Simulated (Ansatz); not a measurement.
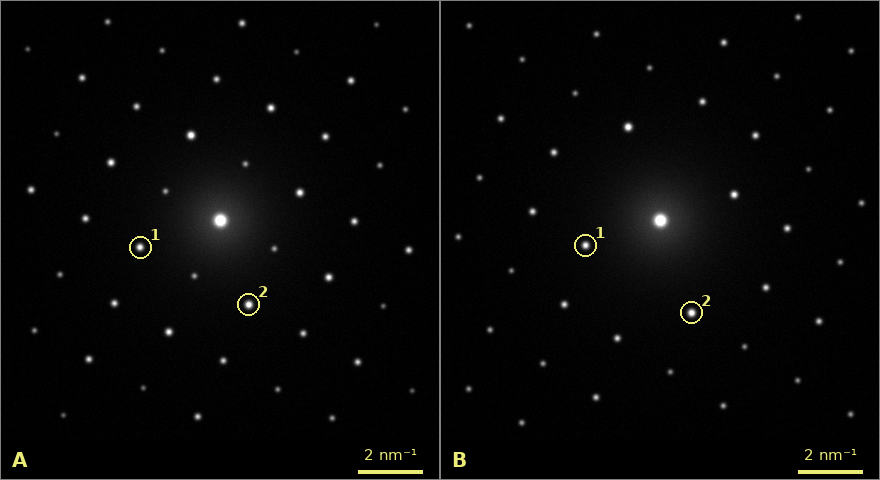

Kinematic electron diffraction patterns (200 kV, B = 0.5 Å², same scale) along [010] of the run's own cell, for the start and the end of one relaxation of HgS3 with DFT PBE, scalar-relativistic, plane waves, PAW (Ansatz). k mesh 6×6×6. The start is a generated model structure, and the relaxation ends in the nearest stationary point of its symmetry, not necessarily the ground state. Spot 1 is -1 0 1 and spot 2 is 1 0 1 in both.

Start structure:

```yaml
crystal:
  lattice:
    - [3.73204, 2.15470, 2.80148]
    - [-3.73204, 2.15470, 2.80148]
    - [0.00000, -4.30939, 2.80148]
  atoms:
    - { symbol: Hg, position: [0.50410, 0.50410, 0.50410] }
    - { symbol: S, position: [0.73270, 0.01253, 0.01253] }
    - { symbol: S, position: [0.01253, 0.73270, 0.01253] }
    - { symbol: S, position: [0.01253, 0.01253, 0.73270] }
```

Q: Which pattern belongs to the start structure, and which to the relaxed one?

A: A is the start: its cell gives d(1) = 3.732 Å, d(2) = 3.523 Å and an angle of 90.0°. B is the relaxed structure, with d(1) = 4.016 Å (+7.6 %), d(2) = 3.212 Å (-8.8 %) and 90.0°.

Q: Name reflections whose intensity changes strongly on relaxation.

A: 1 0 0 fades out of sight; 2 0 1 goes from 25 to 6.8 % of the strongest spot; 3 0 -1 goes from 33 to 9.7 % of the strongest spot; 2 0 0 goes from 57 to 31 % of the strongest spot.

Q: What did the relaxation do to the structure and the energy?

A: The volume changed by -0.2 % to 33.72 Å³ an atom; with the mean shift removed, the atoms moved by up to 0.42 Å relative to the cell (Hg most); the space group stayed R3m (No. 160); the free energy fell by 9.8 meV an atom. Relaxed cell: a = 5.228 Å, b = 5.228 Å, c = 5.228 Å, α = 100.38°, β = 100.38°, γ = 100.38°.
